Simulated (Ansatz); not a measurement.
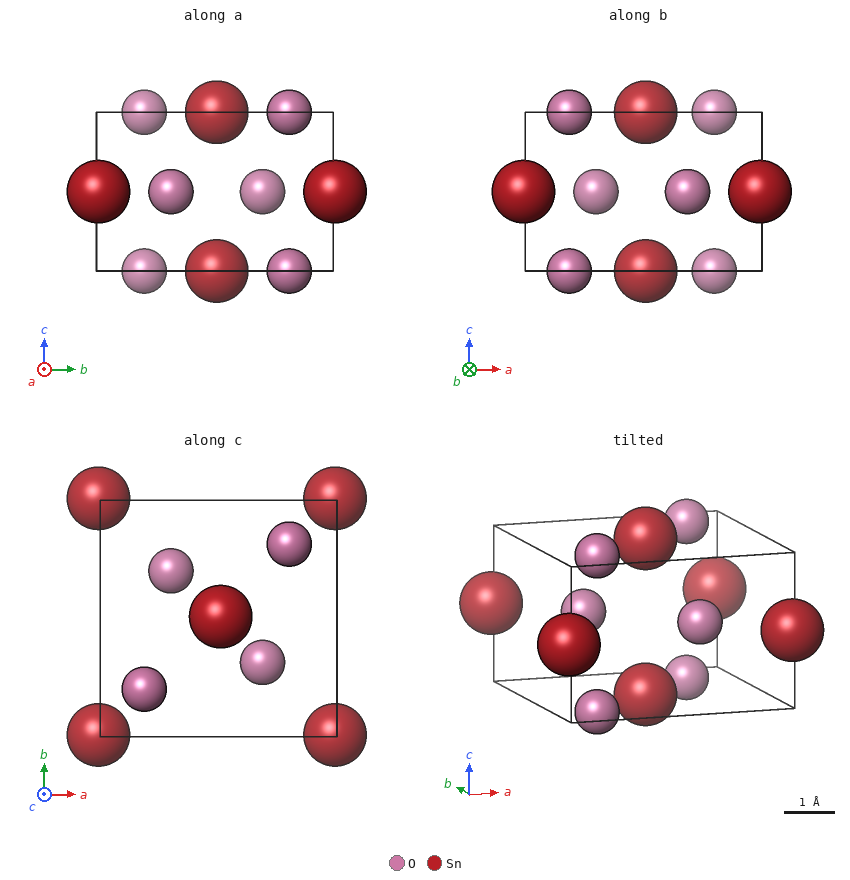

The image is a spheres-only drawing of a crystal, viewed along the a axis, along the b axis, along the c axis and slightly off an axis. The unit cell is drawn as a box.

Lattice parameters: a = 4.827 Å, b = 4.827 Å, c = 3.239 Å, α = 90.00°, β = 90.00°, γ = 90.00°. Put a along x and b in the xy plane.

**Express the structure as a POSCAR file, with free fractional coordinates to two decimals.**

```
O Sn
1.0
     4.827    0.000    0.000
     0.000    4.827    0.000
     0.000    0.000    3.239
O Sn
4 2
Direct
  0.19 0.20 0.00
  0.30 0.70 0.50
  0.69 0.31 0.50
  0.80 0.81 0.00
  0.99 0.01 0.50
  0.51 0.51 0.00
```

The starting point was a structure type known for this compound. The cell was then strained or its atoms displaced on purpose. It was run through Ansatz as a DFT input.

At this level of theory the run's own cell isn't at rest (forces up to 1.7 eV/Å), so its distances can differ from those at equilibrium, the more so the softer the solid.
